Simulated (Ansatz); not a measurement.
# How the conductance of ZrC/GaN/ZrC changes with thickness, part 6 of 6

Wanted: T(E), the conductance and its decay constant for ZrC/GaN/ZrC. Both electrodes are ZrC rock salt(001); the barrier is GaN zinc blende(001) (Ga and Ga faces). In the first transport cell, after relaxation, the nearest pair of electrode and barrier is C–Ga at 2.93 Å, at a slant, at the lower face and C–Ga at 2.44 Å, at a slant, at the upper one. All share a net of side 3.33 Å, which strains the lower electrode by +0.0 % and the barrier by +3.5 %, against typed lattice constants near PBE's. The first steps treat the bulk electrodes alone.

Ansatz 0.2.0; PBE DFT, plane waves, PAW files (the session's first sound run).

So far, transmission at the Fermi level (a spin, zone mean): step 4 (T(E) of the junction) 0.0123; step 5 (conductance on a fine mesh, atomic planes in the barrier 5, gap between the …) 0.0208; step 6 (conductance on a fine mesh, atomic planes in the barrier 7, gap between the …) 0.0159; step 7 (conductance on a fine mesh, 57 atoms) 0.0169. Also channels of the lower lead: step 4 0.36.

## (8) Conductance on a fine mesh, 59 atoms

Level of this step: PBE DFT, plane waves, PAW files; ballistic transmission by layer matching between semi-infinite leads (Ansatz).

System of this step: ZrC/GaN/ZrC. The cell holds 59 atoms: 24 C, 24 Zr, 6 Ga and 5 N. Cell: a = 3.330 Å, b = 3.330 Å, c = 81.286 Å, α = 90.0°, β = 90.0°, γ = 90.0°. Regions: left electrode, 24 atoms (12 C and 12 Zr); barrier, 11 atoms (6 Ga and 5 N); right electrode, 24 atoms (12 C and 12 Zr). Vacuum lies along c.

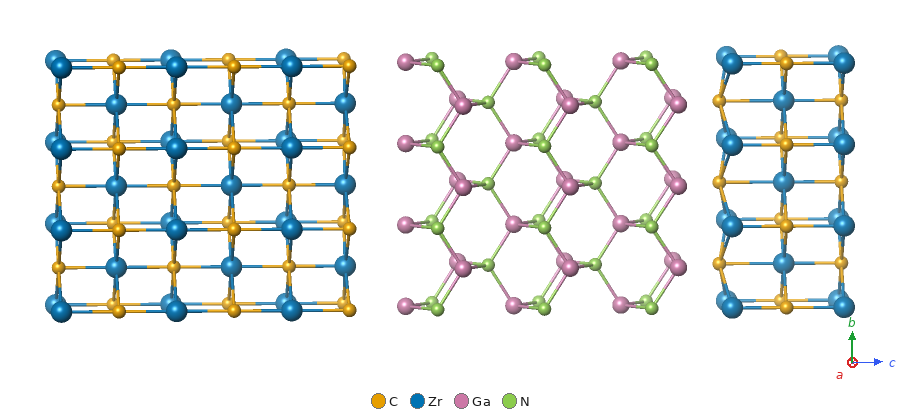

The cell of this step (carbon orange, zirconium blue, gallium pink, nitrogen green). Drawn is a stretch of 32 Å of the 67 Å that the atoms span along c, seen along the normal of the bc plane, with neighbouring cells across it.

Barrier layers are added or taken out in the middle, and the relaxed faces stay.

input.yaml reads:

```yaml
crystal:
  lattice:
    - [3.33, 0.0, 0.0]
    - [0.0, 3.33, 0.0]
    - [0.0, 0.0, 81.285550767]
  atoms:
    - { symbol: C, position: [0.5, 0.5, 0.0861161662] }
    - { symbol: Zr, position: [0.0, 0.0, 0.0861161662] }
    - { symbol: C, position: [0.0, 0.0, 0.1150702174] }
    - { symbol: Zr, position: [0.5, 0.5, 0.1150702174] }
    - { symbol: C, position: [0.5, 0.5, 0.1440242685] }
    - { symbol: Zr, position: [0.0, 0.0, 0.1440242685] }
    - { symbol: C, position: [0.0, 0.0, 0.1729783197] }
    - { symbol: Zr, position: [0.5, 0.5, 0.1729783197] }
    - { symbol: C, position: [0.5, 0.5, 0.2019323709] }
    - { symbol: Zr, position: [0.0, 0.0, 0.2019323709] }
    - { symbol: C, position: [0.0, 0.0, 0.2308864221] }
    - { symbol: Zr, position: [0.5, 0.5, 0.2308864221] }
    - { symbol: C, position: [0.5, 0.5, 0.2598404732] }
    - { symbol: Zr, position: [0.0, 0.0, 0.2598404732] }
    - { symbol: C, position: [0.0, 0.0, 0.2887945244] }
    - { symbol: Zr, position: [0.5, 0.5, 0.2887945244] }
    - { symbol: C, position: [0.5, 0.5, 0.3177485756] }
    - { symbol: Zr, position: [0.0, 0.0, 0.3177485756] }
    - { symbol: C, position: [0.0, 0.0, 0.3467026267] }
    - { symbol: Zr, position: [0.5, 0.5, 0.3467026267] }
    - { symbol: C, position: [0.5, 0.5, 0.3756566779] }
    - { symbol: Zr, position: [0.0, 0.0, 0.3756566779] }
    - { symbol: C, position: [0.0, 0.0, 0.4046551019] }
    - { symbol: Zr, position: [0.5, 0.5, 0.40389051] }
    - { symbol: Ga, position: [0.5, 0.0, 0.4343554896] }
    - { symbol: "N", position: [0.0, 0.0, 0.4489555305] }
    - { symbol: Ga, position: [0.0, 0.5, 0.4617874167] }
    - { symbol: "N", position: [0.5, 0.5, 0.4757822629] }
    - { symbol: Ga, position: [0.5, 0.0, 0.4886989418] }
    - { symbol: "N", position: [0.0, 0.0, 0.5026766511] }
    - { symbol: Ga, position: [0.0, 0.5, 0.51559333] }
    - { symbol: "N", position: [0.5, 0.5, 0.5295710393] }
    - { symbol: Ga, position: [0.5, 0.0, 0.5425144083] }
    - { symbol: "N", position: [0.0, 0.0, 0.5565774988] }
    - { symbol: Ga, position: [0.0, 0.5, 0.569983403] }
    - { symbol: C, position: [0.5, 0.5, 0.5919837552] }
    - { symbol: Zr, position: [0.0, 0.0, 0.59705608] }
    - { symbol: C, position: [0.0, 0.0, 0.6243433221] }
    - { symbol: Zr, position: [0.5, 0.5, 0.6243433221] }
    - { symbol: C, position: [0.5, 0.5, 0.6532973733] }
    - { symbol: Zr, position: [0.0, 0.0, 0.6532973733] }
    - { symbol: C, position: [0.0, 0.0, 0.6822514244] }
    - { symbol: Zr, position: [0.5, 0.5, 0.6822514244] }
    - { symbol: C, position: [0.5, 0.5, 0.7112054756] }
    - { symbol: Zr, position: [0.0, 0.0, 0.7112054756] }
    - { symbol: C, position: [0.0, 0.0, 0.7401595268] }
    - { symbol: Zr, position: [0.5, 0.5, 0.7401595268] }
    - { symbol: C, position: [0.5, 0.5, 0.7691135779] }
    - { symbol: Zr, position: [0.0, 0.0, 0.7691135779] }
    - { symbol: C, position: [0.0, 0.0, 0.7980676291] }
    - { symbol: Zr, position: [0.5, 0.5, 0.7980676291] }
    - { symbol: C, position: [0.5, 0.5, 0.8270216803] }
    - { symbol: Zr, position: [0.0, 0.0, 0.8270216803] }
    - { symbol: C, position: [0.0, 0.0, 0.8559757315] }
    - { symbol: Zr, position: [0.5, 0.5, 0.8559757315] }
    - { symbol: C, position: [0.5, 0.5, 0.8849297826] }
    - { symbol: Zr, position: [0.0, 0.0, 0.8849297826] }
    - { symbol: C, position: [0.0, 0.0, 0.9138838338] }
    - { symbol: Zr, position: [0.5, 0.5, 0.9138838338] }
kpoints:
  mp_grid: { grid: [8, 8, 1] }
scf:
  occupations: { method: fermi_dirac, width: 0.1 }
  max_iter: 150
hamiltonian:
  xc: pbe
output:
  transmission:
    kmesh: [24, 24]
    e_range: [-0.26, 0.27]
    de: 0.0375
    leads: [[10, 12], [47, 49]]
```

Started as:

```
$ ansatz run input.yaml --threads 4 --pin off --max-ram 10240MiB --backend cpu --events-out ev --progress --plain --runs-dir out
```

Numbers of over 12 decimals in the logs are rounded to 6 here.

Log:

```text
Engine: ansatz 0.2.0, aarch64-unknown-linux-gnu
Pseudopotentials: kind: paw
Pseudopotential: C, paw, valence charge 4, recommended cutoff 420 eV (normal), C.paw.azcp
Pseudopotential: Zr, paw, valence charge 12, recommended cutoff 420 eV (normal), Zr.paw.azcp
Pseudopotential: Ga, paw, valence charge 13, recommended cutoff 420 eV (normal), Ga.paw.azcp
Pseudopotential: N, paw, valence charge 5, recommended cutoff 420 eV (normal), N.paw.azcp
Functional definition: PBE
  parameter kappa = 0.804
  parameter beta = 0.066725
  exchange = pbe_x(kappa = kappa, mu = beta*pi^2/3)
  correlation = pbe_c(beta = beta)
Crystal: 59 atoms, lattice volume = 901.367 Å³
Basis set: ecut = 420 eV, 17743 PW (Γ)
Bands: 303, of which v1, the nominal top of the filled ones, is band 244 counted from 1 (243 counted from 0)
Symmetry: 4 space group operations
Space group: Pmm2 (ITA 25), of the structure as read, at distance tolerance 9.7e-5 Å
k-points: 25 of 64
Non-local potential: C, projectors of the file, l = 0: 2, l = 1: 2, l = 2: 1
Non-local potential: Zr, projectors of the file, l = 0: 3, l = 1: 2, l = 2: 2, l = 3: 2
Non-local potential: Ga, projectors of the file, l = 0: 2, l = 1: 2, l = 2: 3, l = 3: 1
Non-local potential: N, projectors of the file, l = 0: 2, l = 1: 2, l = 2: 1
PAW form: soft (Blöchl's): semilocal exchange-correlation on the pseudo side does not see the compensation charge
PAW one-centre angular grid: C, 110 points (default); XC on 64 Gauss nodes
PAW one-centre angular grid: Zr, 590 points (default); XC on 64 Gauss nodes
PAW one-centre angular grid: Ga, 590 points (default); XC on 64 Gauss nodes
PAW one-centre angular grid: N, 110 points (default); XC on 64 Gauss nodes
Initial density: superposition of atomic densities (neutral atoms: chi_scale 0, normalization atom), corrected by the library's trained network
Initial wavefunctions: pseudopotential atomic-orbital guess
Functional: x = pbe(κ = 0.804, μ = 0.219515), c = pbe(β = 0.066725)
SCF iter   1: F=—  HF=-131092.872524 eV  |F-HF|=—  |Δ(HF+E_count)|=         —  Δρ=3.37e-3  dr2=1.19e1  ethr=1.77e-3  ⟨swp⟩=8.4  Hψ=33112  notcnv=0  defer=152
preconditioner: auto → LDOS  [metal: Δε(μ)=0.009 eV  Ē_g=16.118 eV  σ=0.100 eV  W_gap=0.02  n_scr=226 (ndim 8)  ℏωp=25.9 eV  f_vac=0.132  D(μ)=8.73/eV (n_scr^D=34)  β→1.0]
SCF iter   2: F=—  HF=-131092.819082 eV  |F-HF|=—  |Δ(HF+E_count)|=   5.34e-2  Δρ=2.96e-3  dr2=2.41e0  ethr=1.77e-3  ⟨swp⟩=2.3  Hψ=9191  notcnv=0  defer=261
SCF iter   3: F=—  HF=-131092.763179 eV  |F-HF|=—  |Δ(HF+E_count)|=   5.59e-2  Δρ=8.65e-4  dr2=9.86e-2  ethr=4.95e-4  ⟨swp⟩=2.0  Hψ=9024  notcnv=0  defer=290
SCF iter   4: F=—  HF=-131092.759477 eV  |F-HF|=—  |Δ(HF+E_count)|=   3.70e-3  Δρ=3.30e-4  dr2=5.36e-3  ethr=2.02e-5  ⟨swp⟩=2.0  Hψ=9519  notcnv=0  defer=232
SCF iter   5: F=—  HF=-131092.759114 eV  |F-HF|=—  |Δ(HF+E_count)|=   3.63e-4  Δρ=1.25e-4  dr2=5.98e-4  ethr=1.10e-6  ⟨swp⟩=2.3  Hψ=10419  notcnv=0  defer=232
SCF iter   6: F=—  HF=-131092.759103 eV  |F-HF|=—  |Δ(HF+E_count)|=   1.14e-5  Δρ=6.14e-5  dr2=1.35e-4  ethr=1.23e-7  ⟨swp⟩=2.9  Hψ=10633  notcnv=0  defer=232
SCF iter   7: F=—  HF=-131092.759096 eV  |F-HF|=—  |Δ(HF+E_count)|=   6.57e-6  Δρ=2.27e-5  dr2=2.21e-5  ethr=2.78e-8  ⟨swp⟩=2.2  Hψ=10082  notcnv=0  defer=232
SCF iter   8: F=—  HF=-131092.760414 eV  |F-HF|=—  |Δ(HF+E_count)|=   1.32e-3  Δρ=9.71e-6  dr2=5.27e-6  ethr=4.53e-9  ⟨swp⟩=2.0  Hψ=10125  notcnv=0  defer=245
SCF iter   9: F=—  HF=-131092.760414 eV  |F-HF|=—  |Δ(HF+E_count)|=   1.90e-7  Δρ=3.73e-6  dr2=5.47e-7  ethr=1.08e-9  ⟨swp⟩=2.1  Hψ=9578  notcnv=0  defer=245
SCF iter  10: F=-131092.760415 eV  HF=-131092.760415 eV  |F-HF|=2.98e-8  |Δ(HF+E_count)|=   5.03e-8  Δρ=1.55e-6  dr2=5.50e-8  ethr=2.05e-11  ⟨swp⟩=20.8  Hψ=29868  notcnv=0
SCF 1 converged in 10 iterations: F = -131092.760415 eV  dr2 = 5.50e-8
[...]
transmission: 1217 of 12168 steps passed
WARN: the run was ended behind the SCF: a stop after 1224 completed steps of the transmission. The result of record stands; what else was asked for is given out only as far as it was finished by then, or is formed of that. The run will not end as completed
SCF converged after 10 iterations
Free energy (F): -131092.760415 eV
Harris-Foulkes:  -131092.760415 eV  (|F-HF|=2.98e-8)
Internal energy: -131092.451817 eV  (E = F + TS)
E sigma→0 (E₀):  -131092.606116 eV
Entropy (-TS):   -0.308598 eV (-5.230 meV/atom)
Fermi energy:    11.372599 eV
--- Per-component energies (eV) ---
  E_band       = -2557.438789
  E_kinetic    = 11455.106812
  E_local      = -668118.732285  (includes V_loc(G=0)·N_el)
  E_nonlocal   = 5301.349699
  E_hartree    = 330113.080328
  E_xc         = -5773.546607
  E_vxc        = -6776.433504  (∫ρ·V_xc dr)
  E_paw        = -85835.752348  (= ΣΔE_a)
  E_vpaw       = -4644.825522  (= ΣTr[D̂ρ^β])
  E_aug_tail   = 0.000584  (compensation charges beyond the density's cutoff)
  E_ewald      = 281766.042001
  E_smearing   = -0.308598  (= −TS)
  E_closure    = -0.000000  (closes the sum)
  Σ components = -131092.760415   (vs F -131092.760415, Δ=0.00e0)
--- Band table (eV; the first three rows and the last of 25) ---
  k-point 0: bands = [... 240 lower, 11.3934, 11.4131, 11.4136, 11.4578, 11.4681, 11.4841, 11.4903, 11.4930, ... 55 higher]
  k-point 1: bands = [... 240 lower, 11.2472, 11.2890, 11.2892, 11.4992, 11.5802, 11.7396, 11.7596, 11.7709, ... 55 higher]
  k-point 2: bands = [... 240 lower, 10.2777, 10.2836, 11.2656, 11.5847, 12.4632, 12.8424, 12.8576, 12.8696, ... 55 higher]
  k-point 24: bands = [... 240 lower, 11.1274, 11.1277, 11.1753, 11.2798, 11.3093, 11.5415, 11.5452, 11.5969, ... 55 higher]
Error: SIGTERM received: cancelled by the caller after 1224 completed steps of the transmission, in an analysis behind the self-consistent cycle: that cycle's result was reported, and what else the deck asks for behind it is given out only as far as it was finished by then, or is formed of that: a resume of the run directory makes the rest
```

The job ended after 9.5 min (4 threads of Arm Neoverse V1, shared host; peak memory 7.7 GiB).

The run was cut off at the time limit after its SCF cycle had converged; no result of it is taken.

The program's message: “Error: SIGTERM received: cancelled by the caller after 1224 completed steps of the transmission, in an analysis behind the self-consistent cycle: that cycle's result was reported, and what else the de …”

## (9) Fit against thickness

This step: Fit of the logarithm of the conductance against the barrier's thickness, from PBE DFT, plane waves, PAW files (Ansatz 0.2.0).

No new run: the logarithm is fitted against the thickness.

This step gave:

- decay constant of the conductance: 0.06 Å⁻¹
- r.m.s. misfit of ln G: 0.07

From the end points alone, β = ln(1.64e+13 / 1.25e+13) / 4.37 Å = 0.27 / 4.37 Å = 0.06 Å⁻¹. One end point carries an error estimate of 44 %; a factor of 1.4 on it would move β by 0.08 Å⁻¹.

## (10) Results

| Quantity | Value |
| --- | --- |
| 1/G at 8.91 Å gap | 0.0611 Ω um² |
| 1/G at 13.3 Å gap | 0.0799 Ω um² |
| decay constant β | 0.06 Å⁻¹ |

What this shows: A fit of ln G against d gives β = 0.06 Å⁻¹, and step by step the slopes are 0.13 and -0.01 Å⁻¹. G changes little with thickness, so the layer is hardly a tunnel barrier here. At the Fermi level the layers of the barrier in the wide-window run (9 planes) hold from 0.011 to 0.27 states an eV and atom. The program's largest error estimate on these conductances is 44 %, from the mesh across the current, in the run that gave 1.3e13 S/m². No spin-orbit coupling, phonons, disorder or image charges enter; the interfaces are ordered, one cell wide and lattice-matched by strain. Semilocal gaps are too small, which can bring a band edge of the barrier nearer to the Fermi level than it is.

[Logs are printed without paths, hosts, clocks, repeated set-up lines and the standing remarks that a program may print on its own settings, such as how far it seeks lower states.]

[Hosts, paths, dates, database ids (printed as entryN), source tags and the programs' standing remarks are cut or masked in the printed files.]
